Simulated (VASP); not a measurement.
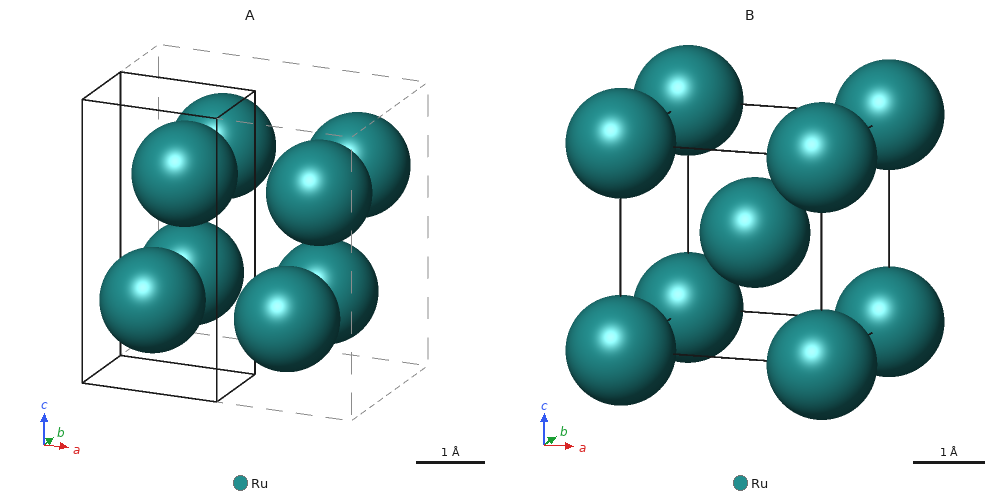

Two structures of Ru, each relaxed (cell and atoms) at zero pressure; conventional cells in solid outline, small ones repeated, each panel with its own scale. Alike in all runs: VASP 6.6.1; functional PBEsol; VASP's PAW PBE potentials, release 64 (Ru_pv); cutoff 300 eV; occupations gaussian, width 0.1 eV; no spin polarisation; no spin-orbit coupling. The k meshes have like spacings.

Question: Give the type and space group of each panel.

Answer: A: hexagonal close-packed (Mg type), P6₃/mmc; B: body-centred cubic (W type), Im-3m.

Question: Which of these is lowest in energy, and how far above it do the others lie?

Answer: A, then B (+668 meV/atom), static energies at zero smearing.

Question: Collect the results in a table.

Answer:
| panel | space group | E − E(lowest) (meV/atom) | volume (Å³/atom) |
| --- | --- | --- | --- |
| A | P6₃/mmc | 0 | 13.3 |
| B | Im-3m | 668 | 13.7 |

The starts are database entries or structure types tried for this composition, and the most stable form need not be among them.
